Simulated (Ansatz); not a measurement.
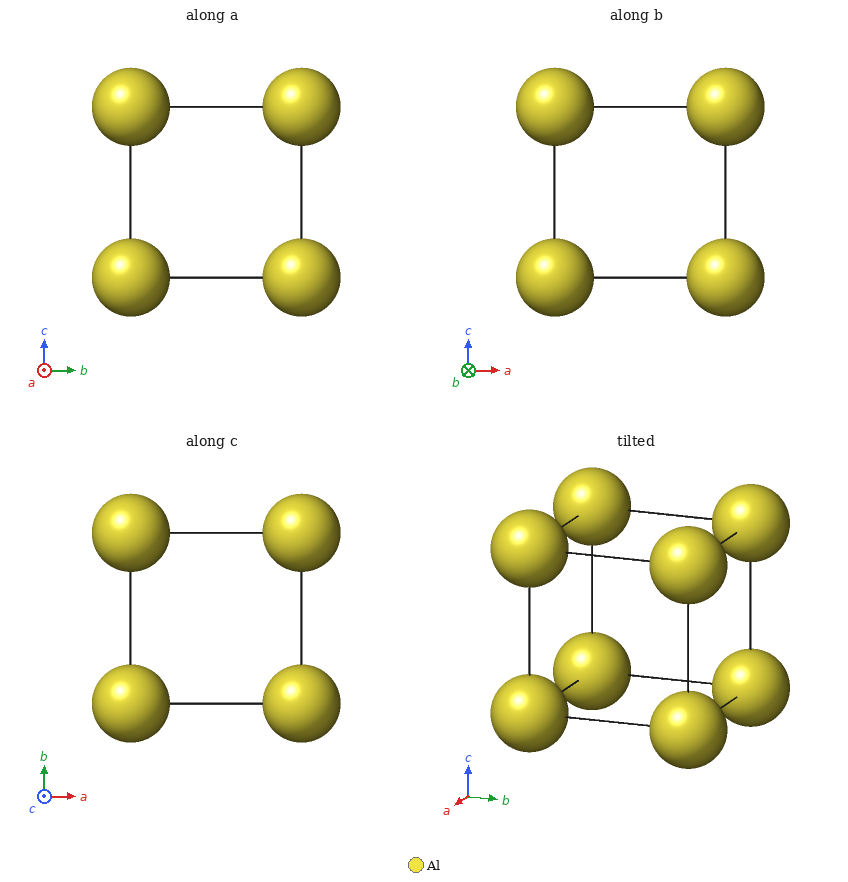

The image is a spheres-only drawing of a crystal, viewed along the a axis, along the b axis, along the c axis and slightly off an axis. The outline marks the conventional unit cell.

Lattice parameters: a = 2.647 Å, b = 2.647 Å, c = 2.647 Å, α = 90.00°, β = 90.00°, γ = 90.00°. Put a along x and b in the xy plane.

Give the structure in the form of a POSCAR file.

```
Al
1.0
     2.647    0.000    0.000
     0.000    2.647    0.000
     0.000    0.000    2.647
Al
1
Direct
  0.0000 0.0000 0.0000
```

Starting structure: a structure type filled with this element by a generator (whether the element takes this form wasn't checked). Earlier steps of the study may have refined or changed the cell and positions. Ansatz was used for an electronic-structure calculation on it.

At this level of theory the cell isn't at rest (compressed, at 6 GPa), so its distances can differ from those at equilibrium, the more so the softer the solid.
